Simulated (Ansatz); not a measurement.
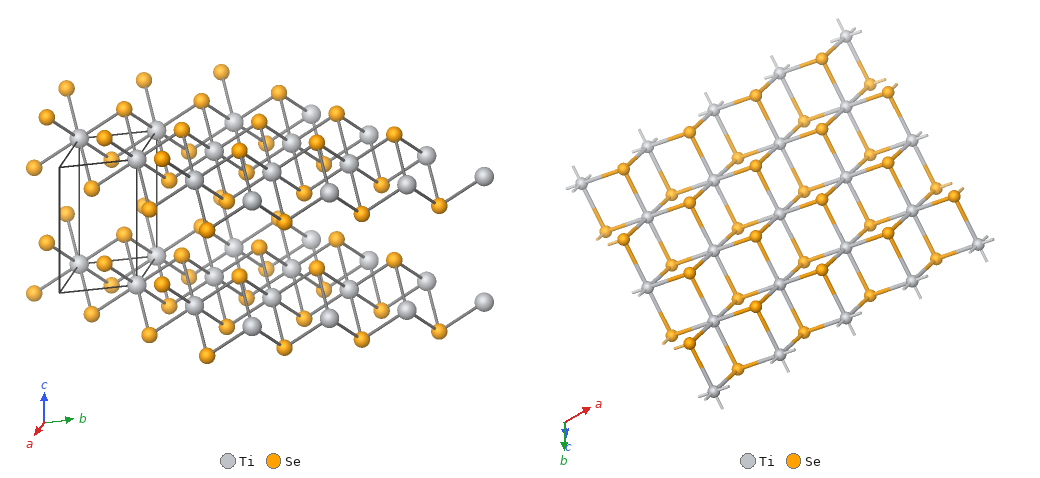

Left: the structure. Right: its underlying net. Nodes are coloured by element. One layer is drawn. Short stubs are edges that leave the cut-out.

TiSe₂ (space group P-3m1, No. 164). Coordinates: the geometry relaxed at fixed volume with DFT PBEsol, scalar-relativistic, plane waves, PAW in Ansatz 0.2.0.

Bonds are taken as Se–Ti below 2.8 Å; no other contact counts. Simplification: prune 0- and 1-connected atoms, fold 2-connected ones into links.

The result is a binodal (3,6)-connected, two-periodic (layers) net: Se is a 3-connected node; Ti is a 6-connected node, in the ratio 2:1. It is the kgd net, known from the layers of CdI2 (1T type). The layers lie parallel to (001).

```csv
node,links,point symbol,coordination sequence
Se,3,4³,3 12 9 24 15 36 21 48
Ti,6,4⁶·6⁶·8³,6 6 18 12 30 18 42 24
```
